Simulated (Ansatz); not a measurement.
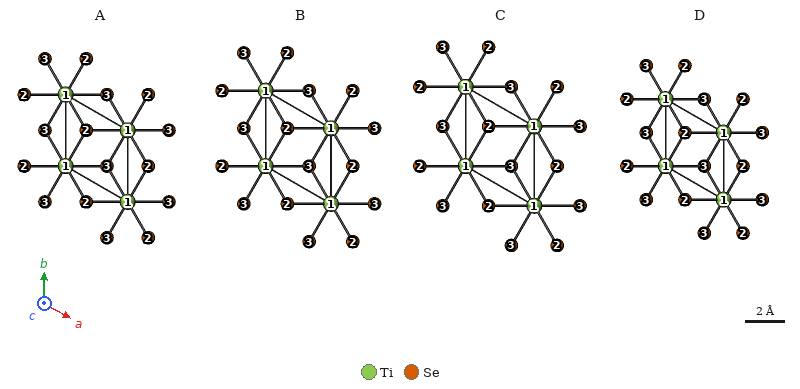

4 geometries from one relaxation of solid TiSe$_{2}$ (built on the 1T (CdI2) bulk type), in shuffled order. Style: ball-and-stick. Shown: the cell of the calculation, along the c axis.

The calculation used DFT, PBE-D3(BJ), plane waves, PAW in Ansatz 0.2.0. (plane-wave cutoff 420 eV; k-point mesh 6 × 6 × 4; occupations fermi dirac; smearing width 0.02 eV; no spin polarisation; cell and atoms relaxed; force threshold 0.005 eV/Å)

**Put them in the order of the run, from the start to the converged end.**

C, B, A, D. They are steps 0, 1, 2, 7, at +730 meV per atom, +249 meV per atom, +91.4 meV per atom relative to the last. The largest moves relative to the cell, 0.005 Å, are those of Se2 and Se3. Se3 goes along +c. Ti stays in place. Cell: a = b 4.116 → 3.477 Å (−15.5 %), c 6.315 → 5.896 Å (−6.6 %). Volume −33.4 %. Near-neighbour distances that change, for instance: Ti1–Se2 2.906 → 2.540 Å. Among the angles between lasting bonds that change: Se2–Ti1–Se3 89.8° → 93.6°, Ti1–Se2–Ti1 90.2° → 86.4°, Se2–Ti1–Se2 90.2° → 86.4°. The space group stays P-3m1 (No. 164). Over 6 accepted moves (7 points after the start) the energy falls by 730 meV per atom. The largest force component goes from 2 to 0.00031 eV/Å. The pressure goes from −15.33 to 0.00 GPa. The SCF was repeated once at an unchanged geometry on a basis and grid sized afresh for the cell, which shifted the energy by 0.7 meV per atom at most.
